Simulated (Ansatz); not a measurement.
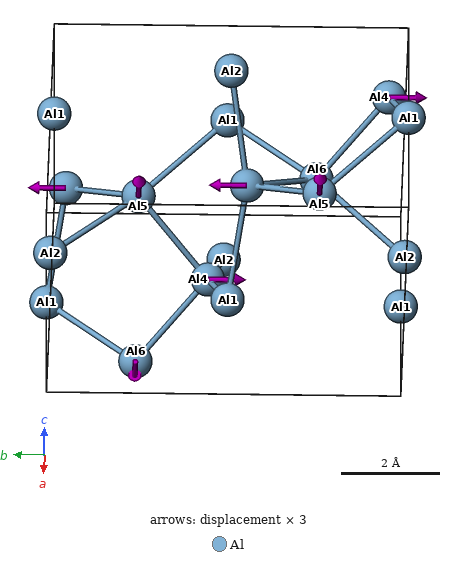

A relaxation of crystalline Al (a generated structure, set up in I4_122) (coarse preliminary run). The starting structure is drawn; purple arrows show the displacements (the part carried along by the change of the cell is left out), 3 times their true length.

A ball-and-stick model of the conventional cell (2 times the calculation's cell), seen from a free direction. Lengths and directions refer to the drawn axes.

Computed with DFT PBE, scalar-relativistic, plane waves, PAW in Ansatz.

Input
```yaml
crystal:
  lattice:
    - [-3.6330055, 3.6330055, 2.17254389]
    - [3.6330055, -3.6330055, 2.17254389]
    - [3.6330055, 3.6330055, -2.17254389]
  atoms:
    - { symbol: Al, position: [0.5, 0.5, 0.0] }
    - { symbol: Al, position: [0.25, 0.75, 0.5] }
    - { symbol: Al, position: [0.82517507, 0.625, 0.70017507] }
    - { symbol: Al, position: [0.92482493, 0.125, 0.29982493] }
    - { symbol: Al, position: [0.375, 0.17482493, 0.29982493] }
    - { symbol: Al, position: [0.875, 0.07517507, 0.70017507] }
basis:
  ecutwfc: 420
kpoints:
  mp_grid: { grid: [6, 6, 6] }
hamiltonian:
  xc: pbe
scf:
  occupations: { method: gaussian, width: 0.1 }
  lower_state_search: "off"
output:
  forces: true
  stress: true
  eigenvalues: true
relax:
  adjacent_minimum: "off"
  f_tol: 0.04
  max_steps: 70
  cell: { stress_tol: 0.4 }
```

Run as
```bash
ansatz run input.yaml --threads 1 --pin off --max-ram 2560MiB --backend cpu --events-out ev --progress --plain --runs-dir out
```

Question: What did the optimiser do to the structure, and how much energy did it gain?

Answer: The energy falls by 718 meV per atom in 16 accepted moves (18 points after the start). The largest force component goes from 3 to 0.00046 eV/Å. Pressure: 16.91 GPa at the start and 0.01 GPa at the end. The SCF was repeated twice at an unchanged geometry on a basis and grid sized afresh for the cell, which shifted the energy by 56.6 meV per atom at most. The largest moves relative to the cell, 0.26 Å, are those of Al3, Al4, Al5 and Al6. Al3 goes along +b. Cell: a = b 7.266 → 5.309 Å (−26.9 %), c 4.345 → 7.415 Å (+70.7 %). Volume −8.9 %. Among the contacts that change: Al3–Al4 3.704 → 2.655 Å, Al3–Al5 3.267 → 2.638 Å, Al1–Al3 2.467 → 3.081 Å, Al3–Al5 (another image) 2.326 → 2.638 Å. Among the angles between lasting bonds that change: Al5–Al3–Al6 102.6° → 119.6°. The space group (tolerance 0.01 Å) goes from I4_122 (No. 98) to I4_1/amd (No. 141). Cost: 3.8 min on 1 thread of Intel(R) Xeon(R) Processor @ 2.50GHz (Skylake/Cascade Lake) (shared host), peak memory 0.37 GiB.
